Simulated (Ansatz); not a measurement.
The calculation's input:

```
crystal:
  lattice:
    - [1.6419539886, 0.9479825756, 6.3828606137]
    - [-1.6419539886, 0.9479825756, 6.3828606137]
    - [0.0, -1.8959651564, 6.3828606129]
  atoms:
    - { symbol: W, position: [0.9993490854, -0.0006509146, -0.0006509146] }
    - { symbol: Se, position: [0.7538299256, 0.7538299256, 0.7538299256] }
    - { symbol: Se, position: [0.578120989, 0.578120989, 0.578120989] }
basis:
  ecutwfc: 420
kpoints:
  mp_grid: { grid: [9, 9, 9] }
hamiltonian:
  xc: pbe
  dispersion: d3bj
scf:
  occupations: { method: gaussian, width: 0.02 }
output:
  forces: true
  stress: true
  eigenvalues: true
  write_density: true
  write_potential: true
  elf: true
  volumetric_format: npy
relax:
  adjacent_minimum: "off"
  f_tol: 0.005
  max_steps: 80
  cell: { stress_tol: 0.05 }
```

Run with:

```sh
ansatz run input.yaml --threads 2 --pin off --max-ram 5120MiB --backend cpu --events-out ev --progress --plain --runs-dir out
```

Below, planes, directions and counts refer to the conventional cell (a = 3.28 Å, b = 3.28 Å, c = 19.15 Å, α = 90.00°, β = 90.00°, γ = 120.00°).

The fields are those of the relaxed geometry.

Space group R3m; a generated structure, not necessarily the stable one.

The calculation used DFT PBE+D3(BJ), scalar-relativistic, plane waves, PAW (Ansatz 0.2.0).

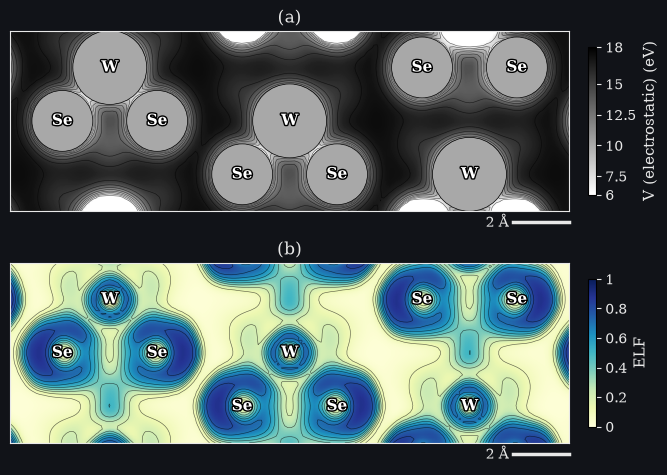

WSe2. (a) electrostatic potential energy of an electron; (b) electron localisation function on the (110) plane of the conventional cell. Grey discs cover the atomic cores in the potential map.

Read the bonding off the picture.

Atoms in the plane: W and Se. W–Se (2.53 Å): the ELF is about 0.55 at the midpoint. The features right at W lie inside the PAW spheres, where the map follows smoothed inner orbitals and isn't to be read closely. Outside the cores the potential energy rises away from the atoms and is highest about 2.3 Å from the nearest atoms; its zero is arbitrary.

Does the calculation give a band gap?

It is gapped, with a Kohn–Sham gap of 1.0 eV on the k-point mesh (the band edges may lie off the mesh, which would make the gap smaller).
